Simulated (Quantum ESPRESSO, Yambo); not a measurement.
# Sb (buckled honeycomb monolayer): G0W0 with Yambo, start to end, part 2 of 2

How does a plane-wave GW calculation on Sb (buckled honeycomb monolayer) run from the first input to the gap?

Quantum ESPRESSO 7.5 and Yambo 5.3.0; PBE and many-body steps on it, plane waves. Known limits of the many-body steps: not at the basis limit; no spin-orbit coupling.

So far. Step 3 (Bands along the symmetry lines): The gap is 1.297 eV, −0.017 eV from the run before at this level. Step 4 (Empty states on the mesh, 6×6×1 mesh, 423 bands): On this mesh the gap is 1.314 eV.

### Step 5. Conversion and set-up

This step: Yambo 5.3.0; conversion and set-up on PBE, plane waves, norm-conserving pseudopotentials.

The states are converted to the many-body program's format and the q mesh is built.

Launch:

```bash
> (cd o/x.save; p2y > p2y.log; mv SAVE ../..); yambo > setup.log
```

The program printed:

```text
 Yambo, version 5.3.0

 [02] CORE Variables Setup
 =========================

  [02.01] Unit cells
  ==================

  Cell kind             :  HCP
  Atoms in the cell     :  Sb
  number of Sb atoms    :  2

  List of atomic masses
  Mass of Sb    :  121.7600

  List of atomic coordinates    : [cc]
  Sb1       : -0.51595E-09   4.5029       11.683      order 1
  Sb2       :   3.89966   2.25147  14.77352  order 2

  Alat factors          :   7.79933   6.75441  26.45617 [a.u.]
  Direct lattice volume :   1393.71    [a.u.]
  Direct lattice vectors:  A[ 1 ]  A[ 2 ]  A[ 3 ]
   A[ 1 ]:   1.0000      0.27978E-10   0.0000      [iru]
    7.7993      0.18897E-09   0.0000      [cc]
   A[ 2 ]: -0.500000  1.000000  0.000000  [iru]
  -3.899663  6.754414  0.000000  [cc]
   A[ 3 ]:  0.000000  0.000000  1.000000  [iru]
    0.00000   0.00000  26.45617  [cc]

  Recip. lattice volume :  0.177979 [a.u.]
  Recip. lattice vectors:  B[ 1 ]  B[ 2 ]  B[ 3 ]
   B[ 1 ]:  1.000000  0.500000  0.000000  [iku]
   0.805606  0.465117 -0.000000  [cc]
   B[ 2 ]: -0.27978E-10   1.0000       0.0000      [iku]
  -0.22539E-10  0.93023       0.0000      [cc]
   B[ 3 ]:  0.000000  0.000000  1.000000  [iku]
   0.000000 -0.000000  0.237494  [cc]

  [02.02] Symmetries
  ==================

  Inversion symmetry    : yes
  Spatial inversion     : yes
  Inversion index       :   7
  K-space Time-reversal : no
  Magnetic symmetries   : no
  Group table correct   : yes
  Symmetries units      :  [cc]

   [S  1]:   1.0000      0.11768E-27   0.0000     -0.21996E-16   1.0000       0.0000       0.0000       0.0000       1.0000
   [S  2]:   1.0000      0.48459E-10   0.0000      0.55955E-10  -1.0000       0.0000       0.0000       0.0000      -1.0000
   [S  3]: -0.500000  0.866025  0.000000 -0.866025 -0.500000  0.000000  0.000000  0.000000  1.000000
[...]
[S 11]:  0.500000  0.866025  0.000000  0.866025 -0.500000  0.000000  0.000000  0.000000  1.000000
   [S 12]:  0.500000 -0.866025  0.000000 -0.866025 -0.500000  0.000000  0.000000  0.000000  1.000000

  [02.03] Reciprocal space
  ========================

  nG shells         :   6835
  nG charge         :  155503
  nG WFs            :  22887
  nC WFs            :  19458
  G-vecs. in first 80 shells:  [ Number ]
     1    3    5    7   13   15   27   39   51
    53   65   67   79   85   97   99  111  123
   135  141  153  165  167  179  191  203  215
[...]
813   825   837   839   851   863   887   899
  ...
  Shell energy in first 80 shells:  [ mHa ]
[...]
4061.05      4118.18      4147.82      4345.24      4410.56      4493.72      4550.84      4599.05      4710.41
    4766.09      4833.58      4909.27      5143.08      5192.01      5198.76      5220.21      5275.89      5304.82
    5313.01      5359.05      5445.83      5527.54      5624.68      5643.24      5652.88      5698.92
  ...

[...]
K/Q-points units:
  rlu = crystal or reduced units; cc = cartesian coordinates; iku = interal k-units

  K [1]          [rlu]:  0.000000  0.000000  0.000000
         WF components:  19441
  K [2]          [rlu]: -0.16919E-26  0.16667       0.0000
         WF components:  19426
  K [3]          [rlu]: -0.33838E-26  0.33333       0.0000
         WF components:  19432
  K [4]          [rlu]:  0.18176E-26 -0.50000       0.0000
         WF components:  19432
  K [5]          [rlu]:  0.166667  0.166667  0.000000
         WF components:  19427
  K [6]          [rlu]:  0.166667  0.333333  0.000000
         WF components:  19416
  K [7]          [rlu]:  0.333333  0.333333  0.000000
         WF components:  19458

  [02.05] Energies & Occupations
  ==============================

  [X] === General ===
  [X] Electronic Temperature                        :  0.000000  0.000000 [eV K]
  [X] Bosonic    Temperature                        :  0.000000  0.000000 [eV K]
  [X] Finite Temperature mode                       : no
  [X] El. density                                   :  0.22273E+24 [cm-3]
  [X] Fermi Level                                   : -0.091652 [eV]

  [X] === Gaps and Widths ===
  [X] Conduction Band Min                           :  1.313505 [eV]
  [X] Valence Band Max                              :  0.000000 [eV]
  [X] Filled Bands                                  :  23
  [X] Empty Bands                                   :    24   423
  [X] Direct Gap                                    :  1.577658 [eV]
  [X] Direct Gap localized at k                     :  1
  [X] Indirect Gap                                  :  1.313505 [eV]
  [X] Indirect Gap between kpts                     :  1  3
  [X] Last valence band width                       :  1.770320 [eV]
  [X] 1st conduction band width                     :  0.892837 [eV]

  E @ K [1]:  [eV]
  -143.7225 -143.7218  -96.6936  -96.6936  -96.6896  -96.6896  -96.6480  -96.6443
[...]
occ @ K [1]
[...]
E @ K [2]:  [eV]
[...]
occ @ K [2]
[...]
E @ K [3]:  [eV]
[...]
occ @ K [3]
[...]
E @ K [4]:  [eV]
[...]
occ @ K [4]
[...]
E @ K [5]:  [eV]
[...]
occ @ K [5]
[...]
E @ K [6]:  [eV]
[...]
occ @ K [6]
[...]
E @ K [7]:  [eV]
[...]
occ @ K [7]
[...]
0.000000  0.000000  0.000000  0.000000  0.000000  0.000000  0.000000  0.000000
   0.000000  0.000000  0.000000  0.000000  0.000000  0.000000  0.000000  0.000000

 [03] Transferred momenta grid and indexing
 ==========================================

 IBZ Q-points                                      :   7
 BZ  Q-points                                      :   36

 K/Q-points units:
 rlu = crystal or reduced units; cc = cartesian coordinates; iku = interal k-units

 Q [1]          [rlu]:  0.000000  0.000000  0.000000
 Q [2]          [rlu]: -0.42332E-17  0.16667       0.0000
 Q [3]          [rlu]: -0.84664E-17  0.33333       0.0000
 Q [4]          [rlu]:  0.12700E-16 -0.50000       0.0000
 Q [5]          [rlu]:  0.166667  0.166667  0.000000
 Q [6]          [rlu]:  0.166667  0.333333  0.000000
 Q [7]          [rlu]:  0.333333  0.333333  0.000000

  [03.01] X indexes
  =================

   [03.01.01] Sigma indexes
   ========================

 [06] Game Over & Game summary
```

It took 2.8 s on 1 MPI rank of Arm Neoverse V2, shared host; peak memory 0.26 GiB.

### Step 6. Screening and self-energy, 6×6×1 mesh, 209 bands, screening to 142.9 eV

Now the one-shot GW correction: screening in the RPA, then the self-energy of the levels asked for.

This step: G0W0 on PBE, plane waves, norm-conserving pseudopotentials.

gw2.in reads:

```
HF_and_locXC
gw0
dyson
ppa
em1d
rim_cut
rim_w
RandQpts= 3000000
RandGvec= 100 RL
CUTGeo= "slab z"
RandGvecW= 9 RL
EXXRLvcs= 88 Ry
VXCRLvcs= 352 Ry
Chimod= "HARTREE"
% BndsRnXp
 1 | 209 |
%
NGsBlkXp= 10.5 Ry
% LongDrXp
 1 | 1 | 0 |
%
% GbndRnge
 1 | 209 |
%
DysSolver= "n"
ExtendOut
PPAPntXp= 27.21138 eV
% QPkrange
 1 | 1 | 22 | 25 |
 3 | 3 | 22 | 25 |
%
```

Launch:

```bash
> OMP_NUM_THREADS=1 mpirun -n 4 yambo -F gw2.in -J gw2 -C gw2 > gw2.log
```

The program printed:

```text
 Yambo, version 5.3.0

 [02] CORE Variables Setup
 =========================

  [... cell, symmetries and grids as in the set-up ...]

  [02.05] Energies & Occupations
  ==============================

  [X] === General ===
  [X] Electronic Temperature                        :  0.000000  0.000000 [eV K]
  [X] Bosonic    Temperature                        :  0.000000  0.000000 [eV K]
  [X] Finite Temperature mode                       : no
  [X] El. density                                   :  0.22273E+24 [cm-3]
  [X] Fermi Level                                   : -0.091652 [eV]

  [X] === Gaps and Widths ===
  [X] Conduction Band Min                           :  1.313505 [eV]
  [X] Valence Band Max                              :  0.000000 [eV]
  [X] Filled Bands                                  :  23
  [X] Empty Bands                                   :    24   423
  [X] Direct Gap                                    :  1.577658 [eV]
  [X] Direct Gap localized at k                     :  1
  [X] Indirect Gap                                  :  1.313505 [eV]
  [X] Indirect Gap between kpts                     :  1  3
  [X] Last valence band width                       :  1.770320 [eV]
  [X] 1st conduction band width                     :  0.892837 [eV]

 [03] Transferred momenta grid and indexing
 ==========================================

 IBZ Q-points                                      :   7
 BZ  Q-points                                      :   36

 K/Q-points units:
 rlu = crystal or reduced units; cc = cartesian coordinates; iku = interal k-units

 Q [1]          [rlu]:  0.000000  0.000000  0.000000
 Q [2]          [rlu]: -0.42332E-17  0.16667       0.0000
 Q [3]          [rlu]: -0.84664E-17  0.33333       0.0000
 Q [4]          [rlu]:  0.12700E-16 -0.50000       0.0000
 Q [5]          [rlu]:  0.166667  0.166667  0.000000
 Q [6]          [rlu]:  0.166667  0.333333  0.000000
 Q [7]          [rlu]:  0.333333  0.333333  0.000000

 [04] Coloumb potential Random Integration (RIM)
 ===============================================

 Performing RIM of v_slab

  [04.01] RIM initialization
  ==========================

  * Diagonal components only detected *

  8 x (sBL volume)        :  0.039551 [a.u.]
  sBZ random points       :  3000000
  Points outside the sBZ  :  24000829
  RL volume               :  0.177979 [a.u.]
  Integrated volume       :  0.177973 [a.u.]

  [04.02] RIM integrals
  =====================

  Gamma point sphere radius             :  0.036404 [a.u.]
  Points outside the sphere             :  2398884
  [Int_sBZ(q=0) 1/q^2]*(Vol_sBZ)^(-1/3) =:  7.385819
                                 should be <:  7.795600

  Summary of Coulomb integrals for non-metallic bands |Q|[au] RIM/Bare

  Q [1] 0.100000E-4 0.947434 * Q [2] 0.155039 0.953725
  Q [5] 0.268535 1.010255 * Q [3] 0.310078 1.014225
  Q [6] 0.410195 1.014662 * Q [4] 0.465117 1.013136
  Q [7] 0.537071 1.010659
  Non-periodic chartesian directions : none
  Optical renormalization            :  26.45617 [au]
  Polarizability dimension           : length

 [05] Coloumb potential CutOffslab
 =================================

 Cut directionsZ
 Slab Cutoff:Z
 Symmetry test passed : yes

 [06] Dipoles
 ============

  [06.01] Setup: observables and procedures
  =========================================

 [07] Dynamic Dielectric Matrix (PPA)
 ====================================

 [WR./gw2//ndb.pp]---------------------------------------------------------------
  Brillouin Zone Q/K grids (IBZ/BZ)                :    7   36    7   36
  RL vectors                                       :  22895 [WF]
  Coulomb cutoff potential                         : slab z
  Electronic Temperature                           :  0.000000 [K]
  Bosonic    Temperature                           :  0.000000 [K]
  PPA    diel. fun.  energies                      : Perdew, Burke & Ernzerhof(X)+Perdew, Burke & Ernzerhof(C)
  wavefunctions                                    : Perdew, Burke & Ernzerhof(X)+Perdew, Burke & Ernzerhof(C)
  Global Gauge                                     : length
  X matrix size                                    :   735
  X band range                                     :    1  209
  X e/h energy range                               : -1.000000 -1.000000 [eV]
  X Time ordering                                  : R
  X Hxc Kernel                                     : HARTREE
  X Drude frequency                                :  0.000000  0.000000
  X poles                                          :  100.0000 [o/o]
  RL vectors in the sum                            :  22895
  [r,Vnl] included                                 : yes
  Field direction                                  :  0.707107E-5  0.707107E-5   0.00000
  BZ energy Double Grid                            : no
  BZ energy DbGd points                            : 0
  BZ Q point size factor                           : -1.000000
  X Optical Averaged directions                    : none

 [08] Local Exchange-Correlation + Non-Local Fock
 ================================================

 [VXC] Plane waves :  155503
 [EXS] Plane waves :  19465

 QP @ state[ 1 ] K range:  1  1
 QP @ state[ 1 ] b range:  22  25
 QP @ state[ 2 ] K range:  3  3
 QP @ state[ 2 ] b range:  22  25

 [xc] Functional : Perdew, Burke & Ernzerhof(X)+Perdew, Burke & Ernzerhof(C)
 [xc] LIBXC used to calculate xc functional
  PP Number of Atomic Species                      :  1
  NLCC RL compoments                               :  155503
  PP Number of Atomic Species                      :  1
  NLCC RL compoments                               :  155503

 [xc] E_xc :  -38.17778 [Ha]
      E_xc :  -76.35556 [Ry]

  Local XC kind (lXC) : Perdew, Burke & Ernzerhof(X)+Perdew, Burke & Ernzerhof(C)
  Non-Local XC kind (nlXC) : Hartree-Fock

  Corrections @ K [1] :  [eV]
 <22|nlXC|22> = -13.64657  0.52505E-17 <22|lXC|22> = -12.65901 -0.37763E-15
 <23|nlXC|23> = -13.64660  0.11172E-16 <23|lXC|23> = -12.65901  0.34713E-30
 <24|nlXC|24> = -7.883613  0.11032E-17 <24|lXC|24> = -11.39975  0.13137E-27
 <25|nlXC|25> = -8.017834  0.37755E-17 <25|lXC|25> = -11.90640  0.94408E-16

  Corrections @ K [3] :  [eV]
 <22|nlXC|22> = -13.63642 -0.86479E-17 <22|lXC|22> = -12.00916 -0.18882E-15
 <23|nlXC|23> = -12.91722 -0.10518E-16 <23|lXC|23> = -11.31001 -0.70806E-16
 <24|nlXC|24> = -6.822172 -0.12816E-17 <24|lXC|24> = -9.888872  0.70806E-16
 <25|nlXC|25> = -6.050009  0.39369E-18 <25|lXC|25> = -9.865942 -0.34527E-24

 [09] Dyson equation: Newton solver
 ==================================

  [09.01] RIM-W interpolation
  ===========================

  [WARNING] RIM-W works only for 2D semiconductors with slab cutoff
  Found compatible q grid: 2D
  q_min[ 1 ]:  0.16667      0.25476E-11   0.0000     [rlu]
   0.166667  0.083333  0.000000 [iku]
  q_min[ 2 ]:  0.42332E-17  0.16667       0.0000     [rlu]
  -0.46629E-11  0.16667       0.0000     [iku]
  G-vectors :  13
  G-vectors loaded:  139
  Number of interpolated frequencies:  2

  Evaluating coefficients q = 0
  Evaluating coefficients q = 0

  [09.02] RIM-W integrals
  =======================

  8 x (sBL volume)        :  0.039551 [a.u.]
  sBZ random points       :  3000000
  Points outside the sBZ  :  24000829
  RL volume               :  0.177979 [a.u.]
  Integrated volume       :  0.177973 [a.u.]

  [09.03] RIM integrals
  =====================

  Comparison between head Wc = W - v averages: < Wc > [au] RIM-W/RIM

   < -Wc [Q = 1] > 0.346208E-1 0.530719E-4 * < -Wc [Q = 2] > 0.005612 0.005461
   < -Wc [Q = 3] > 0.001112 0.001091 * < -Wc [Q = 4] > 0.381145E-3 0.376978E-3
   < -Wc [Q = 5] > 0.001609 0.001578 * < -Wc [Q = 6] > 0.544228E-3 0.539014E-3
   < -Wc [Q = 7] > 0.256962E-3 0.255343E-3

  Comparison between head Wc = W - v averages: < Wc > [au] RIM-W/RIM

   < -Wc [G = 1,G`=0] > 0.346208E-1 0.530719E-4 * < -Wc [G = 2,G`=0] >-0.001569 0.000000
   < -Wc [G = 3,G`=0] >-0.001569 0.000000 * < -Wc [G = 4,G`=0] > 0.192759E-4  0.00000
   < -Wc [G = 5,G`=0] > 0.192617E-4  0.00000 * < -Wc [G = 6,G`=0] > 0.699463E-4  0.00000
   < -Wc [G = 7,G`=0] > 0.699632E-4  0.00000 * < -Wc [G = 8,G`=0] >-0.465338E-5  0.00000
   < -Wc [G = 9,G`=0] >-0.508657E-5  0.00000 * < -Wc [G = 10,G`=0] >-0.463970E-5  0.00000
   < -Wc [G = 11,G`=0] >-0.483188E-5  0.00000 * < -Wc [G = 12,G`=0] >-0.505262E-5  0.00000
   < -Wc [G = 13,G`=0] >-0.480935E-5  0.00000

 [10] G0W0 (W PPA)
 =================

 [  GW  ] Bands range     :    1  209
 [GW/PPA] G damping       :  0.100000 [eV]

 QP @ state[ 1 ] K range:  1  1
 QP @ state[ 1 ] b range:  22  25
 QP @ state[ 2 ] K range:  3  3
 QP @ state[ 2 ] b range:  22  25

  Sc/G bands                                       :    1  209
  Sc/G damping                                     :  0.100000 ev
  Sc bands terminator                              : no
  Sx RL components                                 :  19465

  QP @ state[ 1 ] K range                          :  1  1
  QP @ state[ 1 ] b range                          :  22  25
  QP @ state[ 2 ] K range                          :  3  3
  QP @ state[ 2 ] b range                          :  22  25
  GF energies kind                                 : Perdew, Burke & Ernzerhof(X)+Perdew, Burke & Ernzerhof(C)
  GF WF`s kind                                     : Perdew, Burke & Ernzerhof(X)+Perdew, Burke & Ernzerhof(C)
  Xs energies kind                                 : Perdew, Burke & Ernzerhof(X)+Perdew, Burke & Ernzerhof(C)
  Xs WF`s kind                                     : Perdew, Burke & Ernzerhof(X)+Perdew, Burke & Ernzerhof(C)

 [14] Game Over & Game summary
```

Elapsed: 12 min, on 4 MPI ranks; peak memory 3.8 GiB; 49 min of CPU time.

Numbers from this step:

* G0W0 gap on the points computed: 2.157 eV
* starting gap on the mesh: 1.314 eV
* k of the valence top: 0, 0, 0
* k of the conduction bottom: 0, 0.3333, 0
* least direct G0W0 gap on the computed points: 2.627 eV
* Z at the valence top: 0.7351
* Z at the conduction bottom: 0.7404

The gap on the mesh goes from 1.31 eV to 2.16 eV, a correction of +0.84 eV.

Limits: finite bands, cutoff and mesh; no spin-orbit coupling. v1 is the top filled band, c1 the lowest empty one. Levels before and after the correction, in eV, zero at the valence-band top of each column:

```
           conduction bottom  valence top
Kohn-Sham               1.31         0.00
     G0W0               2.16         0.00
```

```
                    level  energy (eV)
Kohn-Sham         Γ v2-v1        0.000
Kohn-Sham            Γ c1        1.578
Kohn-Sham            Γ c2        2.790
Kohn-Sham  (0 0.333 0) v2       -1.257
Kohn-Sham  (0 0.333 0) v1       -0.815
Kohn-Sham  (0 0.333 0) c1        1.314
Kohn-Sham  (0 0.333 0) c2        3.097
     G0W0         Γ v2-v1        0.000
     G0W0            Γ c1        2.627
     G0W0            Γ c2        3.845
     G0W0  (0 0.333 0) v2       -1.357
     G0W0  (0 0.333 0) v1       -0.978
     G0W0  (0 0.333 0) c1        2.157
     G0W0  (0 0.333 0) c2        4.010
```

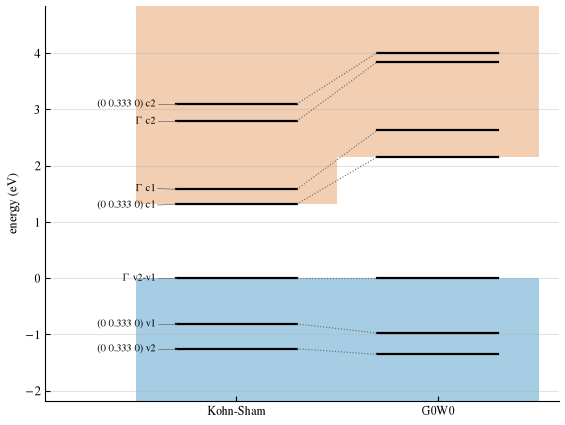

Levels before and after the correction. Shaded: valence and conduction bands.

### Step 7. Where the time went

Times are wall times on the hardware named with each run, good to a factor of about two.

```
                          step     time  share  memory (GiB)
                  ground state     21 s    2 %          0.73
bands along the symmetry lines     13 s    1 %          0.56
      empty states on the mesh  3.6 min   22 %           3.0
         conversion and set-up    2.8 s    0 %          0.26
     screening and self-energy   12 min   75 %           3.8
```

### Step 8. Summary of results

- PBE gap: 1.30 eV, indirect
- G0W0 gap on the mesh: 2.16 eV
- GW settings: 6×6×1 mesh, 209 bands, screening to 142.9 eV, Godby-Needs plasmon pole
- known limits: not at the basis limit; no spin-orbit coupling

G0W0 moves the gap on the mesh from 1.31 eV to 2.16 eV (+0.84 eV), with Z of 0.74 and 0.74 at the edges. Only 2 of the mesh's irreducible points were corrected, so a valley elsewhere could overtake. The dearest step here is «screening and self-energy». Against experiment, by G0W0@PBE: the direct gap of 2.63 eV lies +0.42 eV from the measured 2.21 eV (exciton, 2020). An exciton line or allowed optical edge lies below the quasiparticle gap by the binding energy; a forbidden edge can push the onset above it. The computed sheet is free-standing; a substrate or cover screens it further and lowers both gap and binding, while the exciton line moves little. The calculation has static nuclei and no excitons; a measured gap holds zero-point and thermal motion, which mostly lowers it. Bands and cutoff are finite, so the gap is not at the basis limit. The miss can reach some tenths of an eV and take either sign; the mesh is an error of its own. In the G0W0 run levels were corrected at 2 k points alone, so a gap called «on the mesh» is the least over those, and an edge elsewhere would be missed. The many-body steps are scalar-relativistic: spin-orbit coupling is not in them.

[Paths, hosts, dates, memory and timing lines, banners, echoed tables and standing remarks are left out of the program output.]

[Logs are printed without paths, hosts, clocks, repeated set-up lines and the standing remarks that a program may print on its own settings, such as how far it seeks lower states.]

[Runs of the session that timed out or met a known fault of the program may be left out.]

[Hosts, paths, dates, database ids (printed as entryN), source tags and the programs' standing remarks are cut or masked in the printed files.]
